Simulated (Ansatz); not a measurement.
System: Cu.

```cif
data_structure
_symmetry_space_group_name_H-M 'P 1'
_symmetry_Int_Tables_number 1
_cell_length_a 2.8846
_cell_length_b 2.8846
_cell_length_c 2.8846
_cell_angle_alpha 90.000
_cell_angle_beta 90.000
_cell_angle_gamma 90.000
_cell_volume 24.00
loop_
_atom_site_label
_atom_site_type_symbol
_atom_site_fract_x
_atom_site_fract_y
_atom_site_fract_z
_atom_site_occupancy
Cu1 Cu 0.00000 0.00000 0.00000 1
Cu2 Cu 0.50000 0.50000 0.50000 1
```

Space group Im-3m; a structure generated by program, which may or may not match a known phase; computed without spin polarisation.

Method: Ansatz 0.2.0, DFT PBE, scalar-relativistic, plane waves, PAW.

Predict the valence pseudo-density and electron localisation function between the atoms.

Cu–Cu (2.50 Å): ρ at the midpoint is about 0.28 e/Å³; the ELF is about 0.20 at the midpoint; no localised pair shows between them.

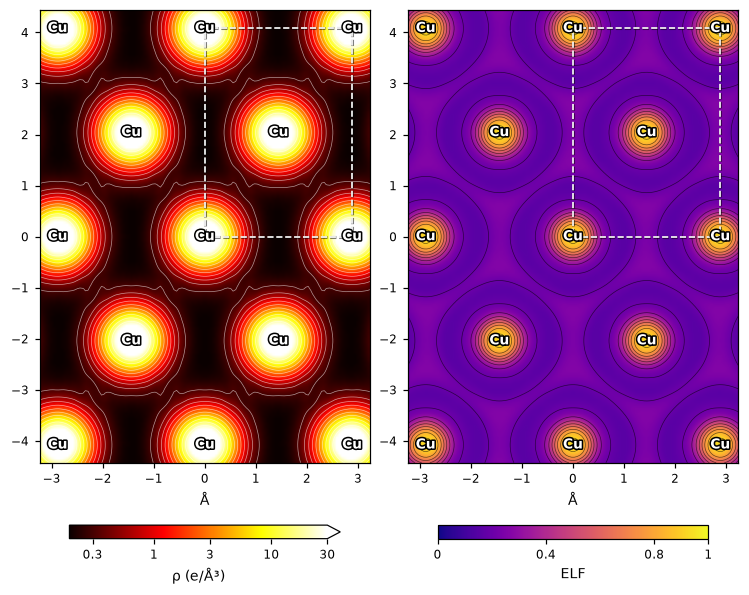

Computed valence pseudo-density and electron localisation function on the (101) plane of the conventional cell, in this order. 

The density is the valence pseudo-density of a PAW calculation; it isn't the true density close to the nuclei.
